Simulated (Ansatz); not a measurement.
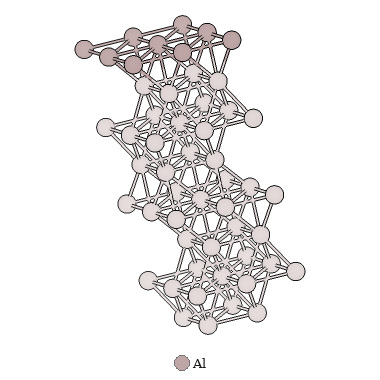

The system is H on an Al(001) slab cut from the P6_3/mmc phase, its upper half relaxed before the scan (32 atoms of substrate and one adsorbate in a 2 × 2 cell); the picture shows it without the atoms that are moved over the map. H is moved over the surface cell at a fixed height above a rigid substrate; the origin of the map has the adsorbate above Al29; the height is held at 3.30 Å. Places are given modulo a cell vector. The map is drawn in real space over the plane of the surface. The grid has 6 × 6 points; 10 points were computed and 26 follow by symmetry. Places are given in fractions of the 1 × 1 surface cell. Energies are in meV, from the lowest grid point. The runs have no spin polarisation, so an open-shell adsorbate far from the surface lies too high. At a fixed height the lowest place need not be the adsorption site. All numbers below come from DFT PBE+D3(BJ), scalar-relativistic, plane waves, PAW (Ansatz). Settings: cutoff 420 eV, k-mesh 6×6×1, gaussian smearing 0.1 eV, no spin polarisation.

Range: position of H33 along the first surface vector from 0.000 to 0.833; position of H33 along the second surface vector from 0.000 to 0.833.

Question: What landscape does the calculation give?

Answer: The lowest grid point is at the top site over a surface Al atom, (0/6, 0/6) of the cell vectors. No other kind of well shows on this grid. The highest grid point, a threefold hollow, (2/6, 4/6) of the cell vectors, lies 38.5 meV above the lowest. On the interpolated surface the easiest way out of the lowest well to its copy in the next cell or period passes a barrier of about 34 meV. At the lowest point the adsorbate has 1 Al at 3.30 Å as nearest neighbours, at the highest 3 Al at 3.68 Å.

```tsv
second ↓, first →	0/6	1/6	2/6	3/6	4/6	5/6
5/6	8.4	21.2	34.1	34.1	21.2	8.4
4/6	25.5	34.1	38.5	34.1	25.5	21.2
3/6	34.1	34.1	34.1	34.1	34.0	34.0
2/6	25.5	21.2	25.5	34.0	38.4	34.0
1/6	8.4	8.4	21.2	34.0	34.0	21.2
0/6	0.0	8.4	25.5	34.1	25.5	8.4
```

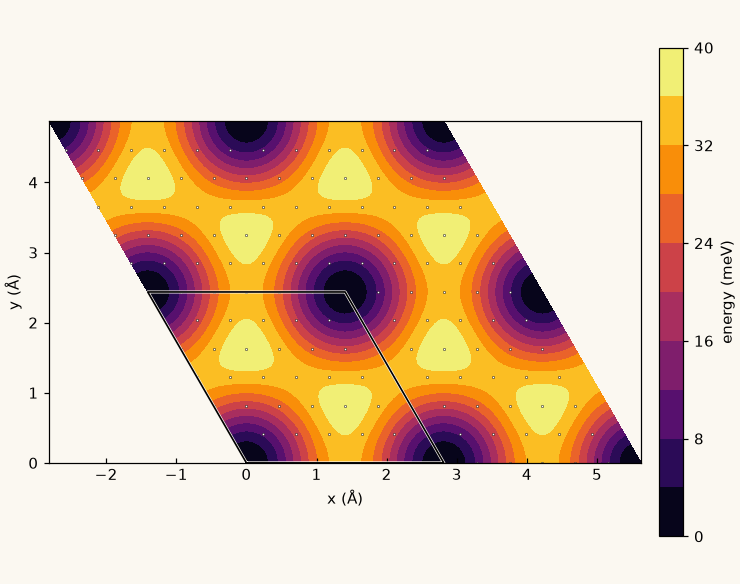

In the figure: filled contours, dots at the grid points, the outline of one cell of the 2 × 2 shown. Between grid points the surface is interpolated.

Each point was launched as `ansatz run input.yaml --threads 2 --pin off --max-ram 6144MiB --backend cpu --events-out ev --progress --plain --runs-dir out`. Time for the 10 points that were run: 13 min on 2 threads of Arm Neoverse V1, with other jobs on the host.

PAW datasets: the set soft_1.
